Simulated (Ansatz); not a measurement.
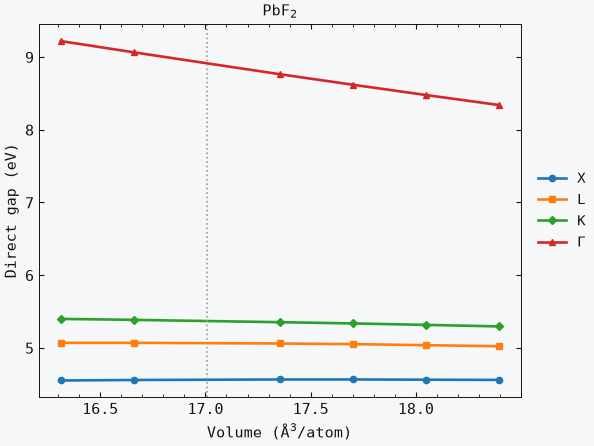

Direct gap at each named k point. One run is left out (dotted line).

System: fluorite-type PbF₂, space group Fm-3m, 3 atoms in the primitive cell. The cell is scaled uniformly. Ansatz; PBE, Ansatz PAW, no spin polarisation, no spin-orbit coupling, 8×8×8 k mesh, 420 eV cutoff, Fermi-Dirac smearing of 0.05 eV.

```csv
volume,X (eV),L (eV),K (eV),Γ (eV)
16.31 Å³/atom,4.55,5.07,5.40,9.22
16.66 Å³/atom,4.56,5.07,5.38,9.06
17.35 Å³/atom,4.56,5.06,5.35,8.76
17.70 Å³/atom,4.57,5.05,5.34,8.62
18.05 Å³/atom,4.56,5.04,5.32,8.48
18.39 Å³/atom,4.56,5.02,5.29,8.34
```

Estimate the values at 17.01 Å³/atom.

Answer. Fits through the other points against the logarithm of the volume give 4.56 eV at X, 5.06 eV at L, 5.37 eV at K and 8.91 eV at Γ (straight lines). The run itself gives 4.56, 5.07, 5.37 and 8.91 eV, within 0.01 eV of the estimates.

What are the deformation potentials dE/d ln V?

Answer. Straight lines against ln V have slopes of +0.1 eV at X, −0.4 eV at L, −0.9 eV at K and −7.3 eV at Γ.

The smallest gap over all k points computed is 4.40, 4.41, 4.41, 4.42, 4.42, 4.42 and 4.42 eV in turn; it lies up to 0.15 eV under the lowest value plotted. Spin-orbit coupling is left out, which matters for Pb.
